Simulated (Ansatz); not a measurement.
Consider GaN.

The calculation's input:

```
crystal:
  lattice:
    - [0.0, 2.2368082798, 2.2368082798]
    - [2.2368082798, 0.0, 2.2368082798]
    - [2.2368082798, 2.2368082798, 0.0]
  atoms:
    - { symbol: Ga, position: [0.0, 0.0, 0.0] }
    - { symbol: "N", position: [0.75, 0.75, 0.75] }
kpoints:
  mp_grid: { grid: [10, 10, 10] }
  band_path:
    path:
      - [0.0, 0.0, 0.0]
      - [-0.5, -0.5, 0.0]
      - [-0.375, -0.375, 0.25]
      - [-0.375, 0.0, 0.375]
      - [0.0, 0.0, 0.5]
      - [-0.5, -0.25, 0.25]
    npoints: 1
hamiltonian:
  xc: pbe
scf:
  occupations: { method: fermi_dirac, width: 0.02 }
  n_extra_bands: 4
output:
  forces: true
  stress: true
  eigenvalues: true
  write_density: true
  write_potential: true
  elf: true
  volumetric_format: npy
```

Run with:

```sh
ansatz run input.yaml --threads 4 --pin off --max-ram 3686MiB --backend cpu --events-out ev --progress --plain --runs-dir out
```

Below, planes, directions and counts refer to the conventional cell (a = 4.47 Å, b = 4.47 Å, c = 4.47 Å, α = 90.00°, β = 90.00°, γ = 90.00°).

Space group F-43m; a structure from a database of computed crystals, not necessarily the ambient phase; started from the database structure prototype, which need not be the ambient phase; changed on purpose from its base cell (hydrostatic strain -0.5%); computed pressure about 10 GPa in this cell.

Computed with DFT, PBE, plane waves, PAW (Ansatz).

> What can the converged valence pseudo-density and electron localisation function tell about the bonding?

Ga–N (1.94 Å): ρ at the midpoint is about 0.76 e/Å³; the ELF peaks at about 0.85 in the valence shell of N, 0.7 Å from its nucleus, and is about 0.50 at the midpoint.

> Metal or insulator at this level of theory?

It is gapped, with a Kohn–Sham gap of 1.9 eV on the k-point mesh, an upper bound to the gap of this method.

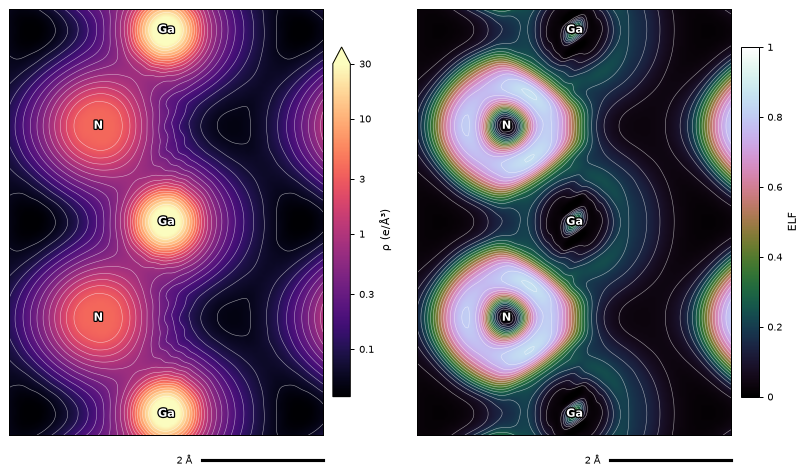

Computed valence pseudo-density and electron localisation function on the (110) plane of the conventional cell, in this order. 

In a PAW calculation such maps are meaningful between the atoms, not at the nuclei.
